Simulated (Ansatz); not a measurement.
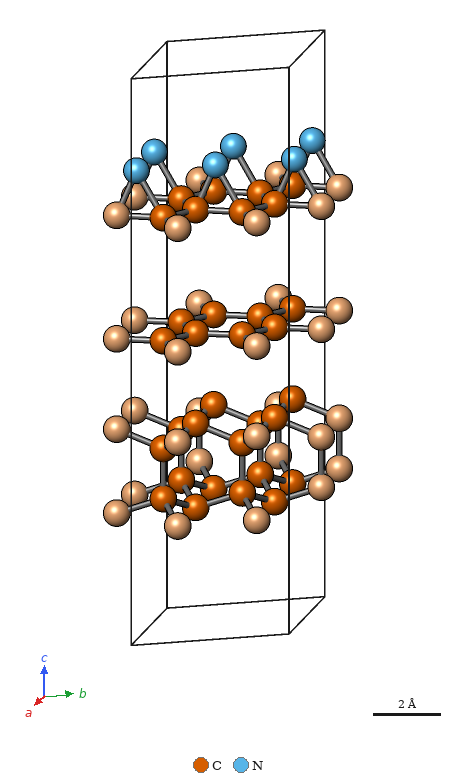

*The starting structure (ball-and-stick view of the 2 × 2 repeat of the cell, with the vacuum cut short, seen slightly off an axis; neighbours outside the cell are drawn fainter). An atom can appear more than once, as a periodic image.*

Near neighbours in the periodic cell (some may lie outside the picture): C has 3 C at 1.44 to 1.53 Å; C has 4 C at 1.53 to 1.56 Å; C has 3 C at 1.44 Å and 1 N at 1.48 to 1.65 Å; N has 2 C at 1.48 to 1.65 Å.

## Geometry relaxation, with input and output: C8N (part 1 of 4)

The run: geometry relaxation of C8N (slab, 9 atoms in the cell). Method and program: DFT PBEsol, scalar-relativistic, plane waves, PAW, spin-polarised (Ansatz 0.2.0).

The structure derives from an entry of the Crystallography Open Database. The input holds or restrains some coordinates. Forces given for the steps count only the free coordinates. It belongs to a series of runs on one base structure; here: N over the place (0/4, 1/4) of the surface cell, its height relaxed.

### Input
```yaml
crystal:
  lattice:
    - [2.4988149563, 0.0, 0.0]
    - [-1.2494074781, 2.1640372315, 0.0]
    - [0.0, 0.0, 25.763868273]
  atoms:
    - { symbol: C, position: [0.3333333333, 0.6666666667, 0.3299194015] }
    - { symbol: C, position: [0.6666666667, 0.3333333333, 0.3502041956] }
    - { symbol: C, position: [0.6666666667, 0.3333333333, 0.4106688376] }
    - { symbol: C, position: [0.3333333333, 0.6666666667, 0.4309536318] }
    - { symbol: C, position: [0.3333333333, 0.6666666667, 0.5397810204] }
    - { symbol: C, position: [0.6666666667, 0.3333333333, 0.5403661502] }
    - { symbol: C, position: [0.6666666667, 0.3333333333, 0.6885463836] }
    - { symbol: C, position: [0.3333333333, 0.6666666667, 0.6885498352] }
    - { symbol: "N", position: [0.3333333333, 0.9166666667, 0.7405606585], spin: 3.0 }
basis:
  ecutwfc: 420
kpoints:
  mp_grid: { grid: [12, 12, 1] }
hamiltonian:
  xc: pbesol
scf:
  occupations: { method: gaussian, width: 0.05 }
output:
  forces: true
  eigenvalues: true
  populations: true
  write_density: true
  write_potential: true
  elf: true
  volumetric_format: npy
magnetization:
  spin_polarized: true
relax:
  adjacent_minimum: "off"
  f_tol: 0.02
  max_steps: 25
  constraints: [{ sites: [0, 1, 2, 3, 4, 5, 6, 7] }, { site: 8, fix: xy }]
efield:
  axis: 3
  dipole_correction: true
  ramp_width: 0.04
```

Machine: 2 threads of AMD EPYC (Zen 5), 32 GiB of memory available, shared host.

Command:
```bash
ansatz run input.yaml --threads 2 --pin off --max-ram 5120MiB --backend cpu --events-out ev --progress --plain --runs-dir out
```

### The program's output
```
Engine: ansatz 0.2.0, x86_64-unknown-linux-gnu
Pseudopotentials: kind: paw
Pseudopotential: C, paw, valence charge 4, recommended cutoff 420 eV (normal), C.paw.azcp
Pseudopotential: N, paw, valence charge 5, recommended cutoff 420 eV (normal), N.paw.azcp
Functional definition: PBEsol
  exchange = pbesol_x
  correlation = pbesol_c
Crystal: 9 atoms, lattice volume = 139.319 Å³
Basis set: ecut = 420 eV, 2697 PW (Γ), exchange–correlation on 36×36×360 points (8 copies of the dense FFT grid, shifted against one another)
Bands: 29, of which v1, the nominal top of the filled ones, is band 19 counted from 1 (18 counted from 0)
Symmetry: 1 space group operations
k-points: 74 of 144 (time reversal used)
Non-local potential: C, projectors of the file, l = 0: 2, l = 1: 2, l = 2: 1
Non-local potential: N, projectors of the file, l = 0: 2, l = 1: 2, l = 2: 1
PAW form: soft (Blöchl's): semilocal exchange-correlation on the pseudo side does not see the compensation charge
PAW frozen core: C, regenerated for the run's functional, and the local potential with it (the file was generated under x = pbe(κ = 0.804, μ = 0.2195149727645171), c = pbe(β = 0.06672455060314922))
PAW frozen core: N, regenerated for the run's functional, and the local potential with it (the file was generated under x = pbe(κ = 0.804, μ = 0.2195149727645171), c = pbe(β = 0.06672455060314922))
PAW one-centre angular grid: C, 110 points (default); XC on 64 Gauss nodes
PAW one-centre angular grid: N, 110 points (default); XC on 64 Gauss nodes
Starting moments: Σ|m| = 3 μB on 1 of 9 sites
Initial wavefunctions: pseudopotential atomic-orbital guess
Functional: x = pbesol(κ = 0.804, μ = 0.12345679012345678), c = pbesol(β = 0.046)
```
